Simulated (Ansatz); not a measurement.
# Ga$_{2}$O$_{3}$: what the fields show

Input

```
crystal:
  lattice:
    - [3.1314024605, 0.0, 0.0]
    - [-1.5657012302, 2.7118740802, 0.0]
    - [0.0, 0.0, 8.615928343]
  atoms:
    - { symbol: Ga, position: [0.3333333333, 0.6666666667, 0.7960715413] }
    - { symbol: Ga, position: [0.3333333333, 0.6666666667, 0.2039284587] }
    - { symbol: O, position: [0.3333333333, 0.6666666667, 0.0] }
    - { symbol: O, position: [0.6666666667, 0.3333333333, 0.2799633236] }
    - { symbol: O, position: [0.6666666667, 0.3333333333, 0.7200366764] }
basis:
  ecutwfc: 420
kpoints:
  mp_grid: { grid: [12, 12, 4] }
hamiltonian:
  xc: pbe
scf:
  occupations: { method: gaussian, width: 0.02 }
output:
  forces: true
  stress: true
  eigenvalues: true
  write_density: true
  write_potential: true
  elf: true
  volumetric_format: npy
relax:
  adjacent_minimum: "off"
  f_tol: 0.01
  max_steps: 80
  cell: { stress_tol: 0.05 }
```

Launched as:

```sh
ansatz run input.yaml --threads 1 --pin off --max-ram 2560MiB --backend cpu --events-out ev --progress --plain --runs-dir out
```

Below, planes, directions and counts refer to the conventional cell (a = 3.13 Å, b = 3.13 Å, c = 8.99 Å, α = 90.00°, β = 90.00°, γ = 120.00°).

The fields are those of the relaxed geometry.

Space group P-6m2; a structure generated by program, which may or may not match a known phase.

These are results of Ansatz, DFT PBE, scalar-relativistic, plane waves, PAW, not measurements.

Core electrons are frozen (PAW), and the valence fields are smoothed inside the atomic spheres.

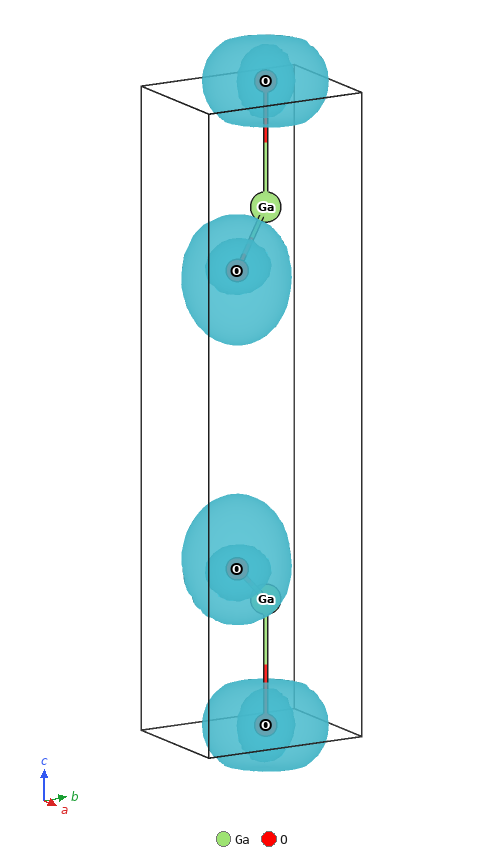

Figure 1. Isosurface of the electron localisation function at 0.75 (cyan), seen slightly off an axis. Only the valence region is drawn (cores and ρ < 0.01 e/Å³ removed). Sticks mark near contacts.

> Identify the bonds, lone pairs and shells in this picture.

The surface consists of three regions wrapped around O (the valence shell of each), counted in one cell of 5 atoms. Any copies at cell faces, edges or corners count once.


Ga–O (1.76 Å): the ELF peaks at about 0.75 in the valence shell of O, 0.6 Å from its nucleus, and is about 0.40 at the midpoint. Ga–O (1.92 Å): the ELF peaks at about 0.80 in the valence shell of O, 0.6 Å from its nucleus, and is about 0.35 at the midpoint.

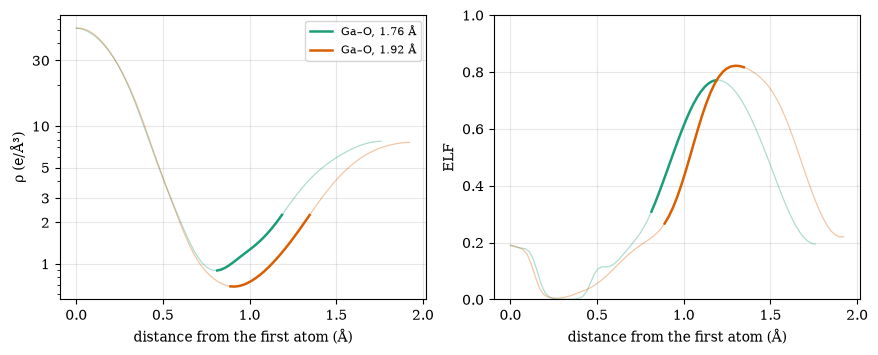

Figure 2. Valence electron density and electron localisation function along straight lines between neighbouring atoms. Thin, pale parts lie inside the atomic spheres.

> What can be read from the curves?

Ga–O (1.76 Å): ρ is about 0.97 e/Å³ halfway; the ELF peaks at about 0.75 in the valence shell of O, 0.6 Å from its nucleus, and is about 0.40 at the midpoint.
Ga–O (1.92 Å): ρ is about 0.7 e/Å³ halfway; the ELF peaks at about 0.80 in the valence shell of O, 0.6 Å from its nucleus, and is about 0.35 at the midpoint.

> Metal or insulator at this level of theory?

It is gapped, with a Kohn–Sham gap of 0.71 eV on the k-point mesh (the band edges may lie off the mesh, which would make the gap smaller).
